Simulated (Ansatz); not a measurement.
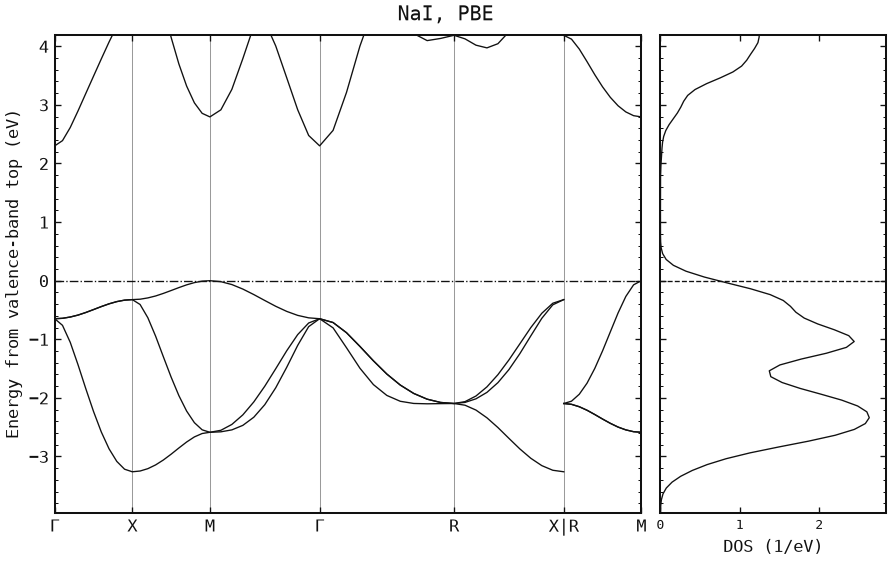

Band structure and density of states. Energies are counted from the top of the valence band. The DOS curve is built from the levels of the k mesh with Gaussians 0.55 eV wide, which also blur the band edges; ripples of that width can come from the mesh.

Which Bravais lattice do the labels of the path belong to?

Answer. A simple cubic lattice: the path Γ–X–M–Γ–R–X|R–M runs through the special points of its Brillouin zone.

Structure: CsCl-type NaI, space group Pm-3m (No. 221), 2 atoms in the cell, relaxed with r2SCAN; cubic a = 4.041 Å.

Computed with Ansatz 0.2.0: PBE, Ansatz PAW set, no spin polarisation, no spin-orbit coupling, 6×6×6 k mesh, 420 eV cutoff.

Is there a gap? Give its size, its kind and where the band edges lie.

Answer. The material is gapped. The gap along this path is 2.30 eV and indirect, from the valence-band top at M to the conduction-band bottom at Γ; the smallest direct gap is 2.79 eV, at M.

How many bands meet at the valence-band top?

Answer. The top valence level at M is a single band, not degenerate (spin aside).

What are the direct gaps at Γ and M?

Answer. The direct gaps are 2.95 eV at Γ and 2.79 eV at M.

Spin-orbit coupling is left out, which matters for I. LDA, GGA and most meta-GGA functionals understate gaps. The usual form of NaI is rocksalt.
